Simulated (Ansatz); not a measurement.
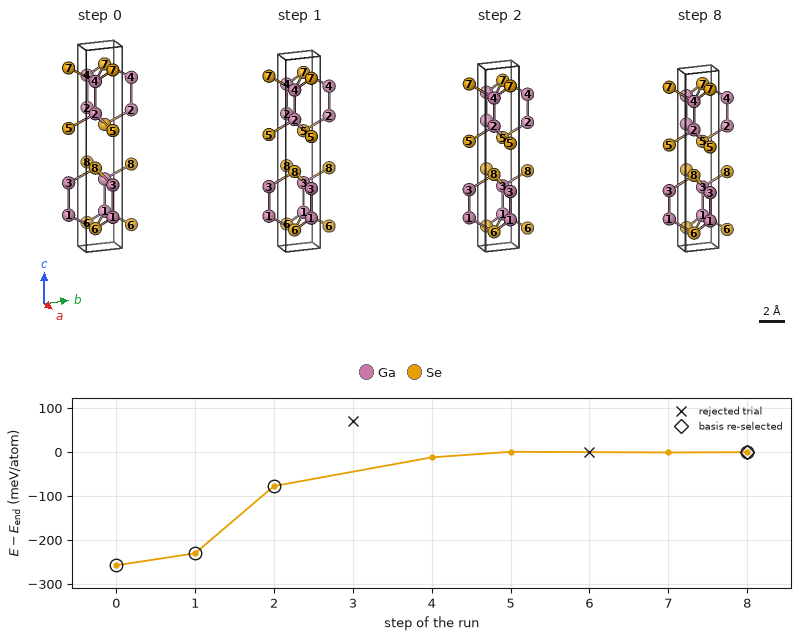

Frames of a relaxation of solid GaSe (a generated structure, set up in P6_3/mmc), marked on the history of the run. Style: ball-and-stick. Shown: the cell of the calculation, reduced to other axes, slightly off an axis. Lengths and directions refer to the drawn axes.

The start is a swapped structure.

The calculation used DFT, PAW plane waves, r2SCAN (Ansatz 0.2.0). Set-up: plane-wave cutoff 500 eV; k-point mesh 12 × 12 × 2; occupations fermi dirac; smearing width 0.1 eV; no spin polarisation; cell and atoms relaxed; at most 40 steps.

### What happens along the run?

The largest moves relative to the cell, 0.19 Å, are those of Se5, Se6, Se7 and Se8. Se5 goes along −c. Ga stays in place. Cell: a = b 3.786 → 3.490 Å (−7.8 %), c 16.367 → 14.394 Å (−12.1 %). Volume −25.3 %. Among the contacts that change: Se5–Se8 3.936 → 3.217 Å, Ga1–Ga3 2.619 → 2.296 Å, Ga1–Se6 2.468 → 2.343 Å. Among the angles between lasting bonds that change: Ga1–Se6–Ga1 100.2° → 96.3°, Se6–Ga1–Se6 100.2° → 96.3°, Ga3–Ga1–Se6 117.7° → 120.7°. The space group stays P6_3/mmc (No. 194). Over 5 accepted moves (8 points after the start) the energy rises by 257 meV per atom. With the target pressure of 20 GPa, the enthalpy E + pV changes by −543 meV per atom. The largest force component goes from 0.9 to 0.0066 eV/Å. The pressure goes from −1.26 to 19.99 GPa. The line search rejected the trial steps at points 3, 6 of the run. The SCF was repeated once at an unchanged geometry on a basis and grid sized afresh for the cell, which shifted the energy by 0.6 meV per atom at most. The run took 11 min on 2 threads of Arm Neoverse N1, with other jobs on the host, peak memory 1.2 GiB. From step 0 to 1: Ga atoms move most (0.05 Å), volume −12.7 %, energy +27.3 meV per atom. From step 1 to 2: Se atoms move most (0.08 Å), volume −10.9 %, energy +153 meV per atom. From step 2 to 8: Se atoms move most (0.08 Å), volume −3.9 %, energy +77.1 meV per atom.
